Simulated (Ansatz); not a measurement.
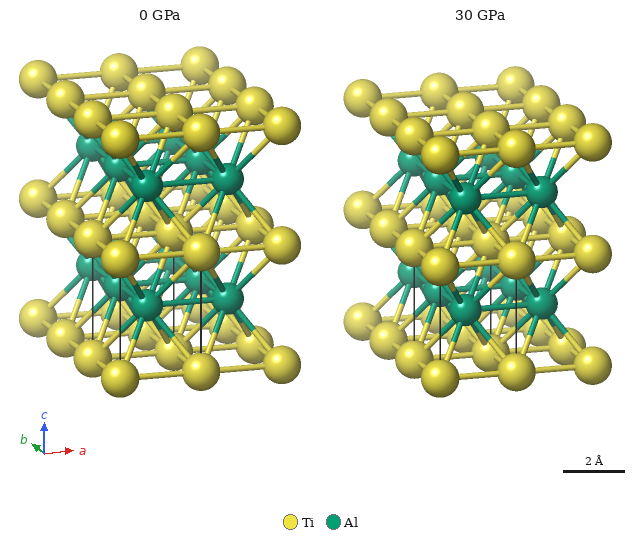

Solid TiAl (set up in P4/mmm), relaxed (cell and atoms) at several target pressures. The picture shows the first and the last member. The picture is a ball-and-stick view of the cell of the calculation, repeated 2 × 3 × 2 with one cell outlined, seen slightly off an axis.

Computed with Ansatz 0.2.0: PBE, Ansatz PAW. Set-up: plane-wave cutoff 420 eV; k-point mesh 9 × 9 × 7; occupations fermi-dirac; smearing width 0.05 eV; no spin polarisation; cell and atoms relaxed; force threshold 0.01 eV/Å.

```json
{"pressure (GPa)": "0", "volume (Å³/atom)": "16.247", "a (Å)": "2.823", "c (Å)": "4.079"}
{"pressure (GPa)": "2", "volume (Å³/atom)": "15.973", "a (Å)": "2.808", "c (Å)": "4.053"}
{"pressure (GPa)": "5", "volume (Å³/atom)": "15.600", "a (Å)": "2.786", "c (Å)": "4.021"}
{"pressure (GPa)": "10", "volume (Å³/atom)": "15.061", "a (Å)": "2.755", "c (Å)": "3.969"}
{"pressure (GPa)": "20", "volume (Å³/atom)": "?", "a (Å)": "?", "c (Å)": "?"}
{"pressure (GPa)": "30", "volume (Å³/atom)": "13.502", "a (Å)": "2.662", "c (Å)": "3.811"}
```

### Fill in the missing row.

Murnaghan's form V = V₀(1 + B′P/B₀)^(−1/B′), with V₀ = 16.247 Å³ from the row at zero pressure, fits the other rows with B₀ = 115 GPa and B′ = 3.54 (largest miss 0.004 Å³). At 20 GPa it gives 16.247 × (1 + 3.54 × 20/115)^(−1/3.54) = 14.188 Å³ per atom. The calculation gives 14.189 Å³/atom (a = 2.703 Å, c = 3.885 Å). The estimate is 0.001 Å³/atom too low. From the first member to the last: Al–Ti 2.853 → 2.678 Å, Ti–Ti 2.823 → 2.662 Å, Al–Al 2.823 → 2.662 Å.

The whole series:

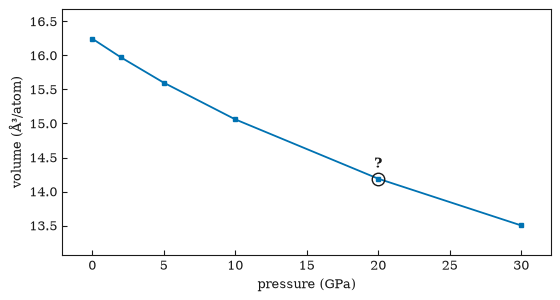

Each member starts from this one structure; whether another phase lies lower wasn't checked.
